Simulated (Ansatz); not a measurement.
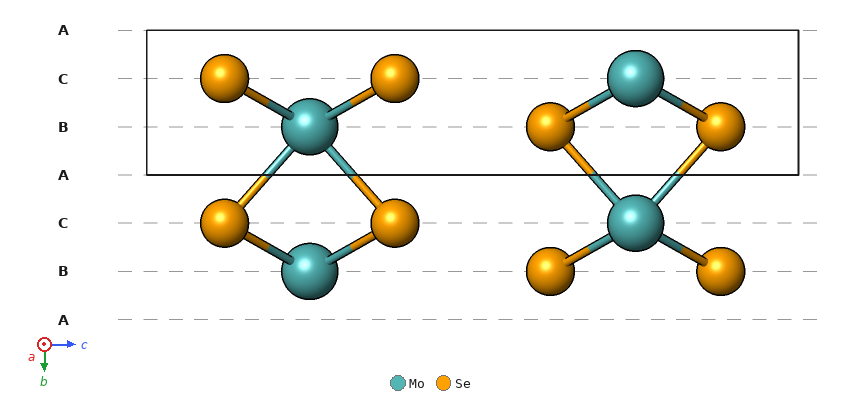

The picture looks along a close-packed row of the hexagonal mesh; c points to the right. The dashed lines mark the three columns A (0, 0), B (1/3, 2/3) and C (2/3, 1/3). The sequence starts with the first layer at or above the cell's origin.

MoSe₂ (space group P6_3/mmc, No. 194). Coordinates: the geometry relaxed with DFT, PBE-D4, plane waves, PAW (Ansatz 0.2.0); the starting structure was generated, so it need not be a known form of this composition.

### List the layers of one repeat.

Se(C) – Mo(B) – Se(C) – Se(B) – Mo(C) – Se(B) (six layers in 12.80 Å).

### How are the Se layers alone stacked?

Se layers alone: CCBB, a sequence in which some neighbouring layers lie directly above each other.

### Which positions between or in the Se layers do the other atoms fill?

Mo: two trigonal-prismatic sites in each hexagonal cell. Two of the four gaps between Se layers are empty, 3.05 Å wide.

### What short polytype symbol fits?

Polytype symbol 2H, the symbol of a layered MX2 polytype (number of slabs in the repeat and lattice).
